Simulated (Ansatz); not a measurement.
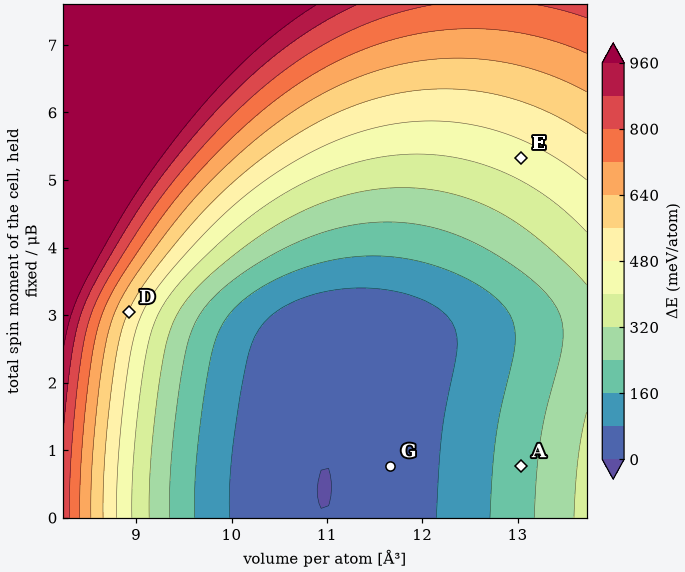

TiCo3 (Pm-3m, No. 221; 4 atoms in the cell). The energy is mapped over volume and a fixed ferromagnetic moment. The first coordinate is: volume per atom; the second: total spin moment of the cell, held fixed. Nothing is relaxed (shape and fractional coordinates fixed). The grid has 9 × 11 points. Points are written as (first, second). All energies are given in meV/atom relative to the lowest grid point. The moment is held fixed and parallel; antiferromagnetic orders weren't tried. Level of theory: DFT PBEsol, scalar-relativistic, plane waves, PAW in Ansatz 0.2.0. Settings: cutoff 520 eV, k-mesh 12×12×12, gaussian smearing 0.15 eV.

In the figure: filled contours, one colour for all values above the top of the scale, lettered points. Between grid points the surface is interpolated.

Q: What kind of point is each of A, D, E, G: minimum, saddle, maximum or slope?

A: A: on a slope; D: on a slope; E: on a slope; G: on a slope. (In these two coordinates alone; a stationary point may lie a little off the grid point.)

Q: Rank the lettered points by energy, lowest first.

A: G (28 meV/atom), A (210 meV/atom), E (443 meV/atom), D (556 meV/atom).
